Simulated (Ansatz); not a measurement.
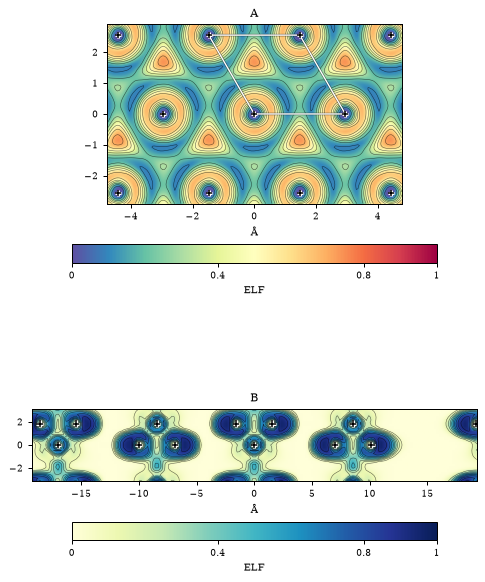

The electron localisation function of 2 systems, each on a plane through atoms (crosses mark nuclei in the plane).

Level of theory: Kohn-Sham DFT of a periodic cell, revPBE, Ansatz PAW in Ansatz.

System 1: WS₂, the (110) plane of the conventional cell. Space group P-3m1; a structure from a database of computed crystals, not necessarily the ambient phase.

```xyz
12
Lattice="3.2046 0.0000 0.0000 -1.6023 2.7753 0.0000 0.0000 0.0000 37.8640" Properties=species:S:1:pos:R:3 pbc="T T T"
W     0.0000    1.8502   23.1595
W     0.0000    1.8502    6.1226
W     1.6023    0.9251   31.7414
W     1.6023    0.9251   14.7045
S     0.0000    1.8502   33.3131
S     0.0000    1.8502   16.2762
S     1.6023    0.9251   24.7313
S     1.6023    0.9251    7.6943
S     0.0000    1.8502   30.1697
S     0.0000    1.8502   13.1328
S     1.6023    0.9251   21.5878
S     1.6023    0.9251    4.5509
```

System 2: Ti, the (001) plane of the conventional cell. Space group P6₃/mmc.

```cif
data_structure
_symmetry_space_group_name_H-M 'P 1'
_symmetry_Int_Tables_number 1
_cell_length_a 2.9500
_cell_length_b 2.9500
_cell_length_c 4.6800
_cell_angle_alpha 90.000
_cell_angle_beta 90.000
_cell_angle_gamma 120.000
_cell_volume 35.27
loop_
_atom_site_label
_atom_site_type_symbol
_atom_site_fract_x
_atom_site_fract_y
_atom_site_fract_z
_atom_site_occupancy
Ti1 Ti 0.66667 0.33333 0.75000 1
Ti2 Ti 0.33333 0.66667 0.25000 1
```

Which map belongs to which system?

Panel A is system 2, Ti: the plane holds Ti. Ti–Ti (2.95 Å): the ELF is about 0.25 at the midpoint; no shared electron pair shows on this line. Panel B is system 1, WS₂: the plane holds W and S. W–S (2.43 Å): the ELF peaks at about 0.85 in the valence shell of S, 0.8 Å from its nucleus, and is about 0.50 at the midpoint.
